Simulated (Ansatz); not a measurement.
# CuAu: a changed input and its effect

System: CuAu (2 atoms in the cell).
Method of run A: Kohn-Sham DFT of a periodic cell, PBEsol, all-electron LAPW, scalar-relativistic, no spin polarisation (Ansatz 0.2.0).

The structure derives from an entry of the Crystallography Open Database. Text and figures count atoms from 1; the logs count them from 0 in places.

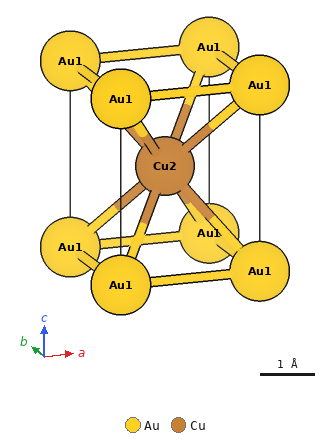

The structure as given in the input (ball-and-stick view of the cell of the calculation, seen slightly off an axis; atoms are numbered from 1 in the order of the input). An atom can appear more than once, as a periodic image.

**Input file, run A**
```yaml
crystal:
  lattice:
    - [2.7727616977, 0.0, 0.0]
    - [0.0, 2.7727616977, 0.0]
    - [0.0, 0.0, 3.6351965976]
  atoms:
    - { symbol: Au, position: [0.0, 0.0, 0.0] }
    - { symbol: Cu, position: [0.5, 0.5, 0.5] }
kpoints:
  mp_grid: { grid: [9, 9, 7] }
scf:
  occupations: { method: fermi_dirac, width: 0.05 }
hamiltonian:
  xc: pbesol
  pseudopotentials: { kind: all_electron, lapw: { basis_error: 0.0005 } }
output:
  forces: true
  stress: true
  eigenvalues: true
```

Command:
```bash
ansatz run input.yaml --threads 1 --pin off --max-ram 3072MiB --backend cpu --events-out ev --progress --plain --runs-dir out
```

Hardware: 1 thread of Arm Neoverse V2, 24 GiB of memory available, shared host.

**Output, shortened to warnings, some set-up lines, iterations and results (run A)**
```
Basis set: ecut = 301.3707369317335 eV, 343 PW (Γ), exchange–correlation at level 2
Symmetry: 16 space group operations
k-points: 60 of 567
Initial density: superposition of atomic densities (chi_scale 0.1, normalization cell, long waves kept (reshape's long-wave potential 0.00 eV rms))
[...]
SCF iter   1: F=—  HF=-562081.781069 eV  |F-HF|=—  |Δ(HF+E_count)|=         —  Δρ=3.66e-2  dr2=2.02e-1  ethr=3.26e-4  ⟨swp⟩=2.9  Hψ=14701  notcnv=0
SCF iter   2: F=—  HF=-562082.116717 eV  |F-HF|=—  |Δ(HF+E_count)|=   3.36e-1  Δρ=2.70e-2  dr2=3.81e-1  ethr=3.26e-4  ⟨swp⟩=3.0  Hψ=7423  notcnv=0
SCF iter   3: F=—  HF=-562080.720264 eV  |F-HF|=—  |Δ(HF+E_count)|=    1.40e0  Δρ=1.06e-2  dr2=2.59e-2  ethr=3.26e-4  ⟨swp⟩=3.0  Hψ=6764  notcnv=0
SCF iter   4: F=—  HF=-562080.705419 eV  |F-HF|=—  |Δ(HF+E_count)|=         —  Δρ=7.97e-3  dr2=2.02e-2  ethr=4.18e-5  ⟨swp⟩=2.0  Hψ=6548  notcnv=0
SCF iter   5: F=—  HF=-562080.700694 eV  |F-HF|=—  |Δ(HF+E_count)|=   4.73e-3  Δρ=3.96e-3  dr2=5.39e-3  ethr=3.26e-5  ⟨swp⟩=2.0  Hψ=6512  notcnv=0
SCF iter   6: F=—  HF=-562080.701121 eV  |F-HF|=—  |Δ(HF+E_count)|=   4.27e-4  Δρ=1.71e-3  dr2=1.62e-3  ethr=8.69e-6  ⟨swp⟩=2.0  Hψ=6545  notcnv=0
SCF iter   7: F=—  HF=-562080.700646 eV  |F-HF|=—  |Δ(HF+E_count)|=   4.74e-4  Δρ=3.71e-4  dr2=6.78e-5  ethr=1.09e-7  ⟨swp⟩=2.0  Hψ=11174  notcnv=0
SCF iter   8: F=—  HF=-562080.700611 eV  |F-HF|=—  |Δ(HF+E_count)|=   3.55e-5  Δρ=2.13e-4  dr2=1.23e-5  ethr=1.09e-7  ⟨swp⟩=2.0  Hψ=6547  notcnv=0
SCF iter   9: F=—  HF=-562080.700611 eV  |F-HF|=—  |Δ(HF+E_count)|=   4.55e-8  Δρ=1.25e-4  dr2=8.91e-6  ethr=1.98e-8  ⟨swp⟩=2.0  Hψ=6547  notcnv=0
SCF iter  10: F=—  HF=-562080.700606 eV  |F-HF|=—  |Δ(HF+E_count)|=   4.76e-6  Δρ=3.21e-5  dr2=5.59e-7  ethr=1.44e-8  ⟨swp⟩=2.0  Hψ=6547  notcnv=0
SCF iter  11: F=—  HF=-562080.700606 eV  |F-HF|=—  |Δ(HF+E_count)|=   1.18e-7  Δρ=1.01e-5  dr2=3.37e-8  ethr=9.01e-10  ⟨swp⟩=2.0  Hψ=6547  notcnv=0
SCF iter  12: F=-562080.700606 eV  HF=-562080.700606 eV  |F-HF|=2.90e-8  |Δ(HF+E_count)|=   2.22e-8  Δρ=3.48e-6  dr2=4.87e-9  ethr=5.43e-11  ⟨swp⟩=2.0  Hψ=6547  notcnv=0
SCF 1 converged in 12 iterations: F = -562080.700606 eV  dr2 = 4.87e-9
SCF converged after 12 iterations
Free energy (F): -562080.700606 eV
Harris-Foulkes:  -562080.700606 eV  (|F-HF|=2.90e-8)
Internal energy: -562080.696984 eV  (E = F + TS)
E sigma→0 (E₀):  -562080.698795 eV
Entropy (-TS):   -0.003622 eV (-1.811 meV/atom)
Fermi energy:    22.513216 eV
--- Per-component energies (eV) ---
  E_band       = -4223.058181
  E_kinetic    = 635071.082334
  E_xc         = -11575.683623
  E_electrostatic = -1185576.095694  (all electrons and nuclei)
  E_smearing   = -0.003622  (= −TS)
  E_closure    = 0.000000  (closes the sum)
  E_atoms      = -562072.315016  (free atoms, spherical and without spin; not in F)
  Σ components = -562080.700606   (vs F -562080.700606, Δ=0.00e0)
  Basis errors (estimates in eV, not in F): energy 1.2e-4 per atom: plane waves 9.8e-5 (5.0e-5 summed), levels above the bands 5.0e-159, relativity 4.9e-9, radial functions 2.0e-5, core shells 8.0e-8; eigenvalues (radial functions only) 4.6e-7; not estimated: angular momenta, meshes, grids; target …
--- Forces (eV/Å), atoms counted from 1 ---
  atom   1  Au     0.00000000     0.00000000     0.00000000
  atom   2  Cu     0.00000000    -0.00000000     0.00000000
  max |Σ_I F_I| component: 1.97e-31 eV/Å
--- Stress (GPa, compression-positive) ---
        3.273975       0.000000       0.000000
        0.000000       3.273975       0.000000
        0.000000       0.000000       2.409332
  P = ⅓ Tr σ = 2.9858 GPa (29.858 kbar)
```

For run B the input was changed thus:
```diff
-    - [2.7727616977, 0.0, 0.0]
-    - [0.0, 2.7727616977, 0.0]
-    - [0.0, 0.0, 3.6351965976]
+    - [2.7533711214, 0.0, 0.0]
+    - [0.0, 2.7533711214, 0.0]
+    - [0.0, 0.0, 3.6097748106]
```

Predict how the results change.

With the same functional and potentials, run B lies 9.2 meV per atom higher. The pressure goes from 2.99 to 7.21 GPa. The volume per atom goes from 13.97 to 13.68 Å³. The cell is scaled evenly with the atoms at fixed fractional positions, so −ΔP/Δ ln V estimates the bulk modulus midway between the two volumes: about 200 GPa. The number of SCF iterations is the same.

**Output, shortened to warnings, some set-up lines, iterations and results (run B)**
```
Basis set: ecut = 306.3207521378789 eV, 343 PW (Γ), exchange–correlation at level 2
Symmetry: 16 space group operations
k-points: 60 of 567
Initial density: superposition of atomic densities (chi_scale 0.1, normalization cell, long waves kept (reshape's long-wave potential 0.00 eV rms))
[...]
SCF iter   1: F=—  HF=-562081.763349 eV  |F-HF|=—  |Δ(HF+E_count)|=         —  Δρ=3.75e-2  dr2=2.07e-1  ethr=3.32e-4  ⟨swp⟩=2.9  Hψ=14699  notcnv=0
SCF iter   2: F=—  HF=-562082.039492 eV  |F-HF|=—  |Δ(HF+E_count)|=   2.76e-1  Δρ=2.75e-2  dr2=3.83e-1  ethr=3.32e-4  ⟨swp⟩=3.0  Hψ=7415  notcnv=0
SCF iter   3: F=—  HF=-562080.705112 eV  |F-HF|=—  |Δ(HF+E_count)|=    1.33e0  Δρ=1.11e-2  dr2=2.59e-2  ethr=3.32e-4  ⟨swp⟩=3.0  Hψ=6765  notcnv=0
SCF iter   4: F=—  HF=-562080.687637 eV  |F-HF|=—  |Δ(HF+E_count)|=         —  Δρ=8.31e-3  dr2=2.22e-2  ethr=4.18e-5  ⟨swp⟩=2.0  Hψ=6546  notcnv=0
SCF iter   5: F=—  HF=-562080.682498 eV  |F-HF|=—  |Δ(HF+E_count)|=   5.14e-3  Δρ=4.14e-3  dr2=5.74e-3  ethr=3.58e-5  ⟨swp⟩=2.0  Hψ=6511  notcnv=0
SCF iter   6: F=—  HF=-562080.682822 eV  |F-HF|=—  |Δ(HF+E_count)|=   3.24e-4  Δρ=1.77e-3  dr2=1.71e-3  ethr=9.27e-6  ⟨swp⟩=2.0  Hψ=6543  notcnv=0
SCF iter   7: F=—  HF=-562080.682310 eV  |F-HF|=—  |Δ(HF+E_count)|=   5.12e-4  Δρ=4.66e-4  dr2=1.21e-4  ethr=1.95e-7  ⟨swp⟩=2.0  Hψ=11172  notcnv=0
SCF iter   8: F=—  HF=-562080.682253 eV  |F-HF|=—  |Δ(HF+E_count)|=   5.63e-5  Δρ=2.35e-4  dr2=1.66e-5  ethr=1.95e-7  ⟨swp⟩=2.0  Hψ=6545  notcnv=0
SCF iter   9: F=—  HF=-562080.682253 eV  |F-HF|=—  |Δ(HF+E_count)|=   3.71e-7  Δρ=1.05e-4  dr2=5.98e-6  ethr=2.68e-8  ⟨swp⟩=2.0  Hψ=6545  notcnv=0
SCF iter  10: F=—  HF=-562080.682251 eV  |F-HF|=—  |Δ(HF+E_count)|=   2.07e-6  Δρ=2.95e-5  dr2=4.21e-7  ethr=9.65e-9  ⟨swp⟩=2.0  Hψ=6545  notcnv=0
SCF iter  11: F=—  HF=-562080.682251 eV  |F-HF|=—  |Δ(HF+E_count)|=   9.49e-8  Δρ=1.10e-5  dr2=3.21e-8  ethr=6.78e-10  ⟨swp⟩=2.0  Hψ=6545  notcnv=0
SCF iter  12: F=-562080.682251 eV  HF=-562080.682251 eV  |F-HF|=1.42e-8  |Δ(HF+E_count)|=   3.18e-8  Δρ=3.65e-6  dr2=3.46e-9  ethr=5.18e-11  ⟨swp⟩=2.0  Hψ=6545  notcnv=0
SCF 1 converged in 12 iterations: F = -562080.682251 eV  dr2 = 3.46e-9
SCF converged after 12 iterations
Free energy (F): -562080.682251 eV
Harris-Foulkes:  -562080.682251 eV  (|F-HF|=1.42e-8)
Internal energy: -562080.678663 eV  (E = F + TS)
E sigma→0 (E₀):  -562080.680457 eV
Entropy (-TS):   -0.003587 eV (-1.794 meV/atom)
Fermi energy:    23.130105 eV
--- Per-component energies (eV) ---
  E_band       = -4189.830491
  E_kinetic    = 635073.328400
  E_xc         = -11576.143181
  E_electrostatic = -1185577.863882  (all electrons and nuclei)
  E_smearing   = -0.003587  (= −TS)
  E_closure    = 0.000000  (closes the sum)
  E_atoms      = -562072.315016  (free atoms, spherical and without spin; not in F)
  Σ components = -562080.682251   (vs F -562080.682251, Δ=0.00e0)
  Basis errors (estimates in eV, not in F): energy 1.2e-4 per atom: plane waves 9.8e-5 (5.0e-5 summed), levels above the bands 1.5e-161, relativity 4.7e-9, radial functions 2.1e-5, core shells 1.0e-7; eigenvalues (radial functions only) 4.7e-7; not estimated: angular momenta, meshes, grids; target …
--- Forces (eV/Å), atoms counted from 1 ---
  atom   1  Au     0.00000000     0.00000000     0.00000000
  atom   2  Cu     0.00000000    -0.00000000    -0.00000000
  max |Σ_I F_I| component: 2.27e-30 eV/Å
--- Stress (GPa, compression-positive) ---
        7.603781      -0.000000      -0.000000
       -0.000000       7.603781      -0.000000
       -0.000000      -0.000000       6.423443
  P = ⅓ Tr σ = 7.2103 GPa (72.103 kbar)
```

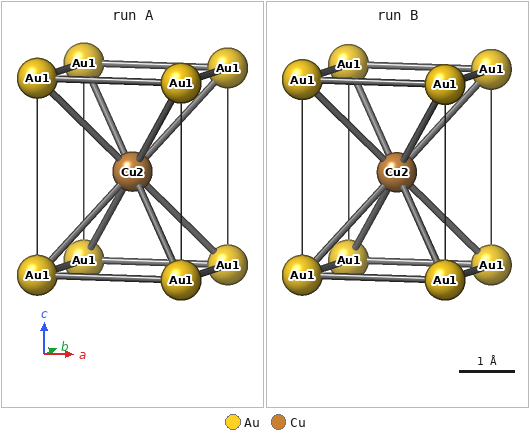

The two input geometries at one scale (ball-and-stick view of the cell of the calculation, seen slightly off an axis). No atom moves by more than 0.005 Å relative to the cell. The drawn cell changes as follows: a = b 2.773 → 2.753 Å (−0.7 %), c 3.635 → 3.610 Å (−0.7 %); the volume changes by −2.1 %. Among the contacts that change: Au1–Au1 2.773 → 2.753 Å, Cu2–Cu2 2.773 → 2.753 Å, Au1–Cu2 2.674 → 2.655 Å.

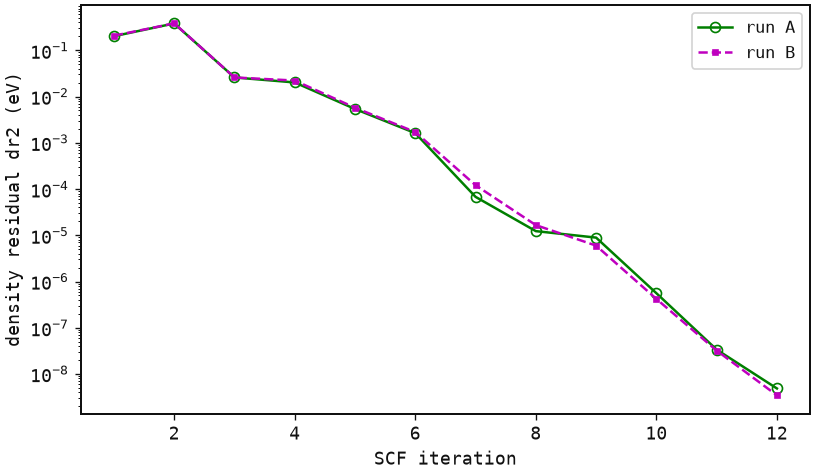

Convergence of the two runs: density residual dr2 against the SCF iteration. Run A takes 12 iterations in all, and run B takes 12.

**The two runs side by side**

| quantity | run A | run B |
| --- | --- | --- |
| outcome | converged | converged |
| free energy per atom (eV) | −281040.3503 | −281040.3411 |
| energy per atom, smearing taken to zero (eV) | −281040.3494 | −281040.3402 |
| gap on the mesh (eV) | 0.00 | 0.00 |
| pressure (GPa) | 2.99 | 7.21 |
| volume per atom (Å³) | 13.97 | 13.68 |
| largest force (eV/Å) | 0.000 | 0.000 |
| SCF iterations | 12 | 12 |
| irreducible k-points | 60 | 60 |
| plane waves at Γ | 343 | 343 |
| wall time (shared host) | 32 s | 29 s |

For both runs: Spin–orbit coupling is left out, which matters for Au. For run B: The cell is under a pressure of 7.2 GPa at this level, so it is not at its equilibrium volume.
